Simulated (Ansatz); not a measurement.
MoS2 (slab)

```xyz
15
Lattice="3.1204 0.0000 0.0000 0.0000 6.3471 0.0000 0.0000 0.0000 26.6830" Properties=species:S:1:pos:R:3 pbc="T T T"
S     0.0000    4.7582    7.2564
S     1.5602    1.5918    7.2487
Mo    1.5602    6.1131    8.3419
S     1.5602    3.9665   10.0349
S     0.0000    0.4352   10.0803
Mo    0.0000    4.8541   11.6495
S     0.0000    2.6646   12.5890
S     1.5602    6.1752   12.8636
Mo    1.5602    3.9855   13.7794
S     1.5602    2.0816   15.3886
S     0.0000    4.8819   15.4356
Mo    0.0000    2.9830   17.0227
S     0.0000    0.7967   18.1138
S     1.5602    4.3367   18.2074
Mo    1.5602    2.2064   19.0407
```

Computed without spin polarisation.

Computed with DFT PBEsol, scalar-relativistic, plane waves, PAW (Ansatz 0.2.0).

What can the converged valence pseudo-density and electron localisation function tell about the bonding?

Answer. Mo–S (2.13 Å): ρ at the midpoint is about 1 e/Å³; the ELF peaks at about 0.80 in the valence shell of S, 0.7 Å from its nucleus, and is about 0.45 at the midpoint.
Mo–S (2.29 Å): the density is about 0.74 e/Å³ at the midpoint; the ELF peaks at about 0.80 in the valence shell of S, 0.8 Å from its nucleus, and is about 0.40 at the midpoint.

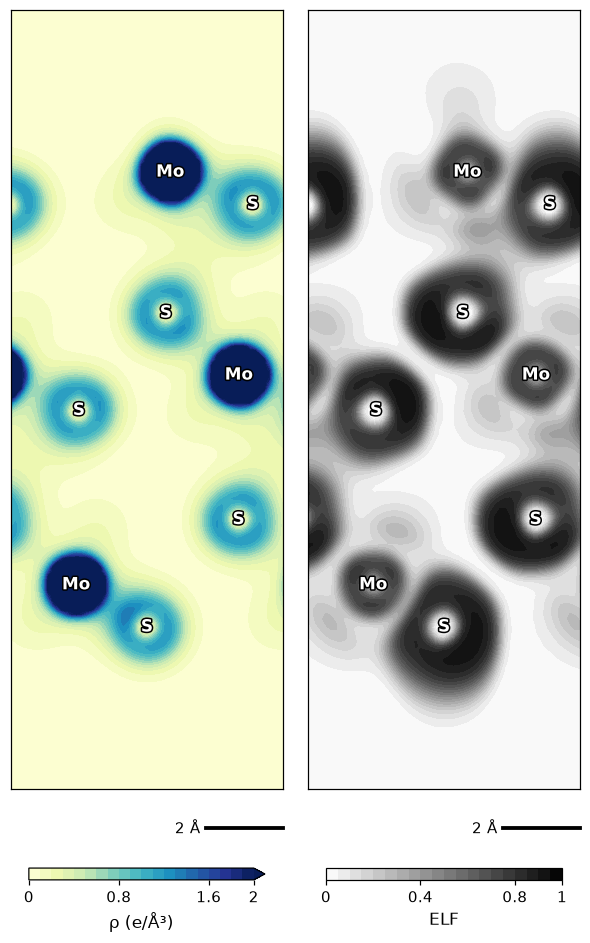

Computed valence pseudo-density and electron localisation function on the (100) plane of the calculation cell, a cut from vacuum to vacuum, in this order. 
